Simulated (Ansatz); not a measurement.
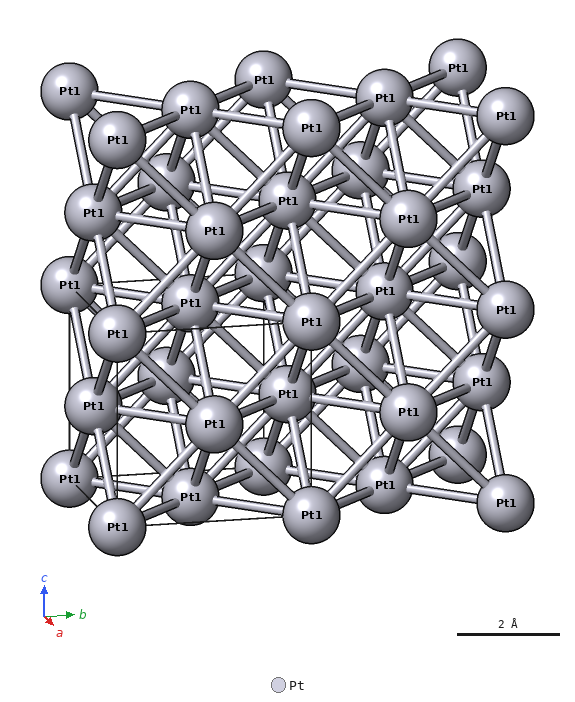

Figure 1. The structure as given in the input (ball-and-stick view of the cell 4 times as large as that of the calculation, set on its symmetry axes, repeated 1 × 2 × 2, seen slightly off an axis; atoms are numbered from 1 in the order of the input).

**Two runs on Pt**

System: Pt (Fm-3m, 1 atom in the cell).
Method of the first run: Kohn-Sham DFT of a periodic cell, BLYP with D4, all-electron LAPW, scalar-relativistic, no spin polarisation (Ansatz 0.2.0).

The structure derives from an entry of the Crystallography Open Database. Text and figures count atoms from 1; the logs count them from 0 in places.

Input, the first run:
```yaml
crystal:
  lattice:
    - [0.0, 1.9609, 1.9609]
    - [1.9609, 0.0, 1.9609]
    - [1.9609, 1.9609, 0.0]
  atoms:
    - { symbol: Pt, position: [0.0, 0.0, 0.0] }
kpoints:
  mp_grid: { grid: [12, 12, 12] }
scf:
  occupations: { method: fermi_dirac, width: 0.05 }
hamiltonian:
  xc: blyp
  dispersion: d4
  pseudopotentials: { kind: all_electron, lapw: { basis_error: 0.001 } }
output:
  forces: true
  stress: true
relax:
  f_tol: 0.02
  max_steps: 60
  cell: {}
```

Command:
```bash
ansatz run input.yaml --threads 1 --pin off --max-ram 3072MiB --backend cpu --events-out ev --progress --plain --runs-dir out
```

Hardware: 1 thread of Arm Neoverse V2, 24 GiB of memory available, shared host.

Output, shortened to warnings, some set-up lines, iterations and results (the first run):
```
Basis set: ecut = 290.173687987263 eV, 169 PW (Γ), exchange–correlation at level 2
Symmetry: 48 space group operations
k-points: 72 of 1728
Initial density: superposition of atomic densities (chi_scale 0.1, normalization cell)
[...]
SCF iter   1: F=—  HF=-500984.989686 eV  |F-HF|=—  |Δ(HF+E_count)|=         —  Δρ=2.78e-2  dr2=6.13e-2  ethr=1.45e-4  ⟨swp⟩=3.0  Hψ=11897  notcnv=0
SCF iter   2: F=—  HF=-500984.783958 eV  |F-HF|=—  |Δ(HF+E_count)|=   2.06e-1  Δρ=6.72e-3  dr2=4.87e-3  ethr=1.16e-5  ⟨swp⟩=2.0  Hψ=9622  notcnv=0
SCF iter   3: F=—  HF=-500984.772568 eV  |F-HF|=—  |Δ(HF+E_count)|=         —  Δρ=6.61e-3  dr2=4.93e-3  ethr=1.16e-5  ⟨swp⟩=2.0  Hψ=5429  notcnv=0
SCF iter   4: F=—  HF=-500984.771935 eV  |F-HF|=—  |Δ(HF+E_count)|=   6.34e-4  Δρ=4.05e-3  dr2=2.14e-3  ethr=1.16e-5  ⟨swp⟩=2.0  Hψ=5408  notcnv=0
SCF iter   5: F=—  HF=-500984.771983 eV  |F-HF|=—  |Δ(HF+E_count)|=   4.81e-5  Δρ=1.74e-3  dr2=4.73e-4  ethr=5.08e-6  ⟨swp⟩=2.0  Hψ=5358  notcnv=0
[... 27 lines ...]
relax step   5: F+E_penalty+E_count = -500984.78875887 eV  Δ(F+E_penalty+E_count) = -2.183e-6 eV  max|allowed force component| = 0.000e0 eV/Å  Δτ_max = 0.0000 Å  P = +0.001 …
SCF iter   1: F=—  HF=-500984.788760 eV  |F-HF|=—  |Δ(HF+E_count)|=         —  Δρ=1.58e-5  dr2=1.83e-8  ethr=4.37e-11  ⟨swp⟩=3.1  Hψ=9113  notcnv=0
SCF iter   2: F=-500984.788759 eV  HF=-500984.788759 eV  |F-HF|=5.36e-9  |Δ(HF+E_count)|=   1.31e-6  Δρ=9.42e-6  dr2=7.88e-9  ethr=4.35e-11  ⟨swp⟩=3.0  Hψ=5579  notcnv=0
SCF 6 converged in 2 iterations: F = -500984.788759 eV  dr2 = 7.88e-9
relax step   6: F+E_penalty+E_count = -500984.78875883 eV  Δ(F+E_penalty+E_count) = +4.139e-8 eV  max|allowed force component| = 0.000e0 eV/Å  Δτ_max = 0.0000 Å  P = +0.001 …
basis re-selected at this cell: Δ(F+E_penalty+E_count) = +4.139e-8 eV, ΔP = -0.000 GPa vs the last step (what re-selecting the basis moved, after the strain that the cell walked since its last selection, with what the two solves' SCF thresholds leave and, on support functions, any second-order …
SCF converged after 2 iterations
Free energy (F): -500984.788759 eV
Harris-Foulkes:  -500984.788759 eV  (|F-HF|=5.36e-9)
Internal energy: -500984.773014 eV  (E = F + TS)
E sigma→0 (E₀):  -500984.780887 eV
Entropy (-TS):   -0.015745 eV (-15.745 meV/atom)
Fermi energy:    28.094732 eV
--- Per-component energies (eV) ---
  E_band       = -3329.013342
  E_kinetic    = 568945.855308
  E_xc         = -9720.503142
  E_electrostatic = -1060208.683437  (all electrons and nuclei)
  E_disp       = -1.441743  (pairwise vdW)
  E_smearing   = -0.015745  (= −TS)
  E_closure    = 0.000000  (closes the sum)
  E_atoms      = -500978.376710  (free atoms, spherical and without spin; not in F)
  Σ components = -500984.788759   (vs F -500984.788759, Δ=0.00e0)
  Basis errors (estimates in eV, not in F): energy 2.4e-4 per atom: plane waves 2.0e-4 (1.1e-4 summed), levels above the bands 1.4e-154, relativity 2.4e-7, radial functions 4.3e-5, core shells 1.8e-7; eigenvalues (radial functions only) 3.2e-6; not estimated: angular momenta, meshes, grids; target …
--- Forces (eV/Å), atoms counted from 1 ---
  atom   1  Pt     0.00000000     0.00000000    -0.00000000
  max |Σ_I F_I| component: 1.31e-31 eV/Å
--- Stress (GPa, compression-positive) ---
        0.000539      -0.000000      -0.000000
       -0.000000       0.000539      -0.000000
       -0.000000      -0.000000       0.000539
  P = ⅓ Tr σ = 0.0005 GPa (0.005 kbar)
--- Relaxed structure (5 steps of the walk, 4 accepted, 1 SCFs on fresh bases) ---
  F+E_penalty+E_count = -500984.78875883 eV   max|allowed force component| = 0.000e0 eV/Å   (the final SCF, on the basis selected at the relaxed cell)
  cell:  # Å, volume = 15.6396 Å³
    - [4.4982566829905076e-35, 1.9848693254712482, 1.9848693254712482]
    - [1.9848693254712482, -1.8709554785287176e-35, 1.9848693254712482]
    - [1.9848693254712482, 1.9848693254712482, -2.547686016447792e-35]
  atoms:
    - { symbol: Pt, position: [0.0, 0.0, 0.0] }
```

The input of the second run differs as follows (lines with − go, lines with + come):
```diff
-  xc: blyp
+  xc: pbesol
-  f_tol: 0.02
+  f_tol: 0.01
```

Predict how the results change.

The total energies belong to different methods, so their difference says nothing on which is more stable or more accurate. The volume per atom goes from 15.64 to 14.82 Å³. The functional changes from BLYP to PBEsol. The SCF takes 23 iterations over all geometry steps against 25.

Output, shortened to warnings, some set-up lines, iterations and results (the second run):
```
Basis set: ecut = 290.31871095186943 eV, 169 PW (Γ), exchange–correlation at level 2
Symmetry: 48 space group operations
k-points: 72 of 1728
Initial density: superposition of atomic densities (chi_scale 0.1, normalization cell)
[...]
SCF iter   1: F=—  HF=-500818.999662 eV  |F-HF|=—  |Δ(HF+E_count)|=         —  Δρ=3.89e-2  dr2=1.27e-1  ethr=3.03e-4  ⟨swp⟩=2.9  Hψ=11701  notcnv=0
SCF iter   2: F=—  HF=-500818.631946 eV  |F-HF|=—  |Δ(HF+E_count)|=   3.68e-1  Δρ=1.02e-2  dr2=1.26e-2  ethr=3.00e-5  ⟨swp⟩=2.0  Hψ=9615  notcnv=0
SCF iter   3: F=—  HF=-500818.612321 eV  |F-HF|=—  |Δ(HF+E_count)|=         —  Δρ=9.83e-3  dr2=1.19e-2  ethr=3.00e-5  ⟨swp⟩=2.0  Hψ=5429  notcnv=0
SCF iter   4: F=—  HF=-500818.610042 eV  |F-HF|=—  |Δ(HF+E_count)|=   2.28e-3  Δρ=6.13e-3  dr2=5.29e-3  ethr=2.84e-5  ⟨swp⟩=2.0  Hψ=5092  notcnv=0
SCF iter   5: F=—  HF=-500818.609430 eV  |F-HF|=—  |Δ(HF+E_count)|=   6.12e-4  Δρ=2.50e-3  dr2=1.04e-3  ethr=1.26e-5  ⟨swp⟩=2.0  Hψ=5385  notcnv=0
[... 23 lines ...]
relax step   4: F+E_penalty+E_count = -500818.61353792 eV  Δ(F+E_penalty+E_count) = -1.823e-5 eV  max|allowed force component| = 0.000e0 eV/Å  Δτ_max = 0.0000 Å  P = +0.013 …
SCF iter   1: F=—  HF=-500818.613538 eV  |F-HF|=—  |Δ(HF+E_count)|=         —  Δρ=8.49e-6  dr2=1.01e-8  ethr=2.40e-11  ⟨swp⟩=3.0  Hψ=9006  notcnv=0
SCF iter   2: F=-500818.613538 eV  HF=-500818.613538 eV  |F-HF|=3.61e-9  |Δ(HF+E_count)|=   5.60e-8  Δρ=6.18e-6  dr2=4.66e-9  ethr=2.40e-11  ⟨swp⟩=2.2  Hψ=5438  notcnv=0
SCF 5 converged in 2 iterations: F = -500818.613538 eV  dr2 = 4.66e-9
relax step   5: F+E_penalty+E_count = -500818.61353789 eV  Δ(F+E_penalty+E_count) = +2.532e-8 eV  max|allowed force component| = 0.000e0 eV/Å  Δτ_max = 0.0000 Å  P = +0.013 …
basis re-selected at this cell: Δ(F+E_penalty+E_count) = +2.532e-8 eV, ΔP = -0.001 GPa vs the last step (what re-selecting the basis moved, after the strain that the cell walked since its last selection, with what the two solves' SCF thresholds leave and, on support functions, any second-order …
SCF converged after 2 iterations
Free energy (F): -500818.613538 eV
Harris-Foulkes:  -500818.613538 eV  (|F-HF|=3.61e-9)
Internal energy: -500818.598114 eV  (E = F + TS)
E sigma→0 (E₀):  -500818.605826 eV
Entropy (-TS):   -0.015424 eV (-15.424 meV/atom)
Fermi energy:    29.380651 eV
--- Per-component energies (eV) ---
  E_band       = -3289.069161
  E_kinetic    = 568679.168473
  E_xc         = -9553.885175
  E_electrostatic = -1059943.423499  (all electrons and nuclei)
  E_disp       = -0.457913  (pairwise vdW)
  E_smearing   = -0.015424  (= −TS)
  E_closure    = 0.000000  (closes the sum)
  E_atoms      = -500811.181748  (free atoms, spherical and without spin; not in F)
  Σ components = -500818.613538   (vs F -500818.613538, Δ=0.00e0)
  Basis errors (estimates in eV, not in F): energy 2.5e-4 per atom: plane waves 2.2e-4 (1.2e-4 summed), levels above the bands 3.0e-156, relativity 7.0e-8, radial functions 3.5e-5, core shells 3.2e-7; eigenvalues (radial functions only) 3.1e-6; not estimated: angular momenta, meshes, grids; target …
--- Forces (eV/Å), atoms counted from 1 ---
  atom   1  Pt    -0.00000000    -0.00000000     0.00000000
  max |Σ_I F_I| component: 4.27e-31 eV/Å
--- Stress (GPa, compression-positive) ---
        0.012549      -0.000000      -0.000000
       -0.000000       0.012549      -0.000000
       -0.000000      -0.000000       0.012549
  P = ⅓ Tr σ = 0.0125 GPa (0.125 kbar)
--- Relaxed structure (4 steps of the walk, 3 accepted, 1 SCFs on fresh bases) ---
  F+E_penalty+E_count = -500818.61353789 eV   max|allowed force component| = 0.000e0 eV/Å   (the final SCF, on the basis selected at the relaxed cell)
  cell:  # Å, volume = 14.8225 Å³
    - [-1.0349974441819168e-34, 1.949680867669847, 1.949680867669847]
    - [1.949680867669847, -1.2738430082238977e-34, 1.949680867669847]
    - [1.949680867669847, 1.949680867669847, 7.483827673315399e-35]
  atoms:
    - { symbol: Pt, position: [0.0, 0.0, 0.0] }
```

The two runs side by side:

```csv
quantity,the first run,the second run
outcome,converged,converged
free energy per atom (eV),−500984.7888,−500818.6135
"energy per atom, smearing taken to zero (eV)",−500984.7809,−500818.6058
pressure (GPa),0.00,0.01
volume per atom (Å³),15.64,14.82
largest force (eV/Å),0.000,0.000
SCF iterations,25,23
irreducible k-points,72,72
wall time (shared host),29 s,25 s
```

For both runs: Spin–orbit coupling is left out, which matters for Pt.
